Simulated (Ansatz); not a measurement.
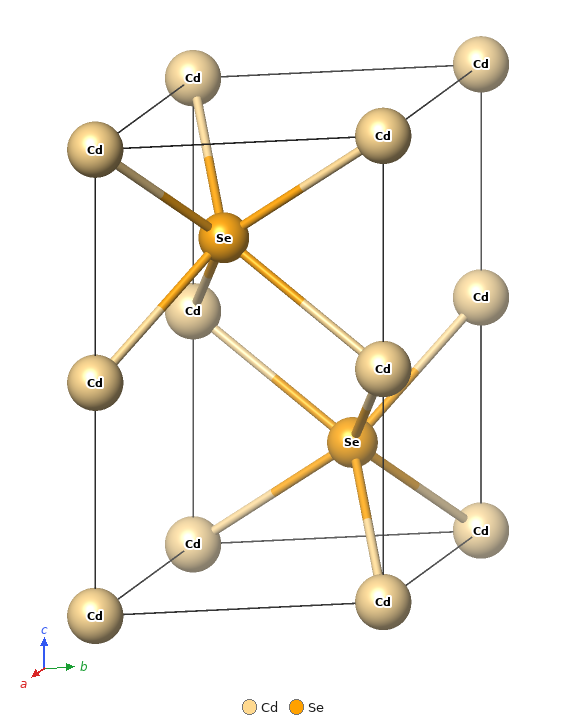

This ball-and-stick model is shown slightly off an axis. The frame is the conventional unit cell; atoms at its boundary are shown with their periodic copies. Cell: a = 4.06 Å, b = 4.06 Å, c = 6.70 Å, α = 90.00°, β = 90.00°, γ = 120.00°.

The structure comes from a structure type filled with these elements by a generator (whether the compound takes this form wasn't checked). Earlier steps of the study may have refined or changed the cell and positions. It was run through Ansatz as a DFT input.

### In words:

The structure is one of CdSe. Its lattice is primitive hexagonal, its space group P6_3/mmc (No. 194). It belongs to the family called nickel arsenide (NiAs) type. In the cell are 2 Cd, 2 Se, which makes 2 formula units. Around each Cd lie six Se in an octahedral arrangement at about 2.9 Å. Each Se has six Cd in a distorted trigonal prismatic arrangement at about 2.9 Å. The bonds build a three-dimensional framework.

Computational set-up: Ansatz, DFT PBE, scalar-relativistic, plane waves, PAW, plane waves up to 420 eV, k-point mesh 12×12×8, Gaussian smearing of 0.1 eV, no spin polarisation.

### What does the calculation say: metal or gapped?

A metal: bands cross the Fermi level.

### Give the Bader charge of each element.

Cd +0.78 e; Se -0.78 e.

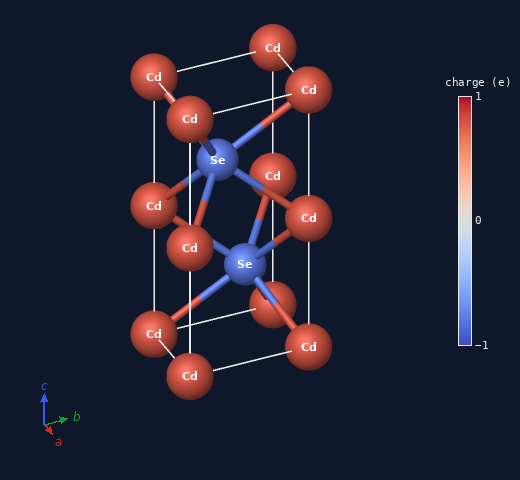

The atoms coloured by those charges. The run's cell of 4 atoms is drawn.

### Does this geometry sit at a stationary point of the energy?

Yes. All forces vanish to within 0.01 eV/Å. The pressure is 0.0 GPa, close to zero.
